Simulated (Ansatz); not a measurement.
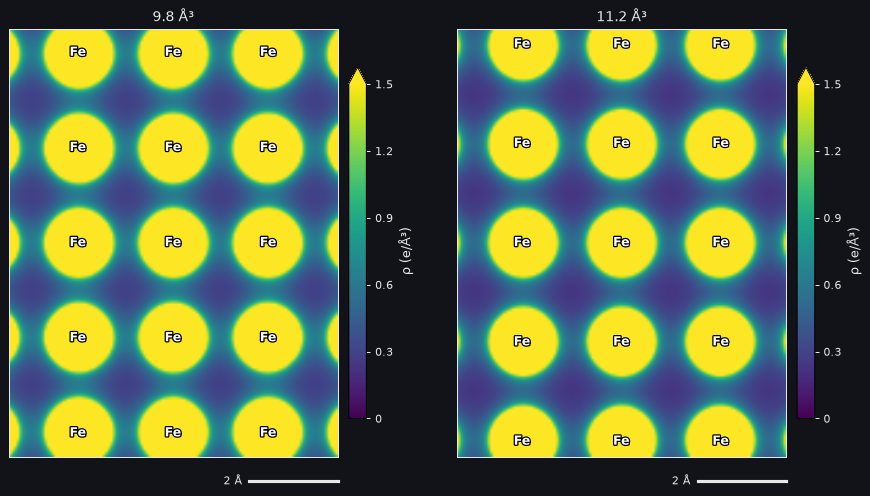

Fe. The valence electron density of cells scaled evenly to different volumes (given per atom above each panel), on the (100) plane of each (indices in the axes of the cell below), at one length scale and on one colour scale.

A generated structure, not necessarily the stable one; computed without spin polarisation.

These are results of Ansatz, DFT, PBEsol, plane waves (420 eV) with PAW, scalar-relativistic, not measurements.

The density is the valence pseudo-density of a PAW calculation; it isn't the true density close to the nuclei.

The largest cell:

```xyz
1
Lattice="2.2367 0.0000 0.0000 0.0000 2.2367 0.0000 0.0000 0.0000 2.2367" Properties=species:S:1:pos:R:3 pbc="T T T"
Fe    0.0000    0.0000    0.0000
```

| volume (Å³/atom) | Fe–Fe contact in the plane (Å) | ρ at its midpoint (e/Å³) | 
| --- | --- | --- |
| 9.85 | 2.143 | 0.623 | 
| 10.74 | 2.206 | ? | 
| 11.19 | 2.237 | 0.528 | 

What values belong in the row with question marks?

Over the known rows ln ρ falls by 1.76 per Å of Fe–Fe distance (the line through the two), which gives 0.558 e/Å³ at 2.206 Å; the calculation gives 0.561 e/Å³.
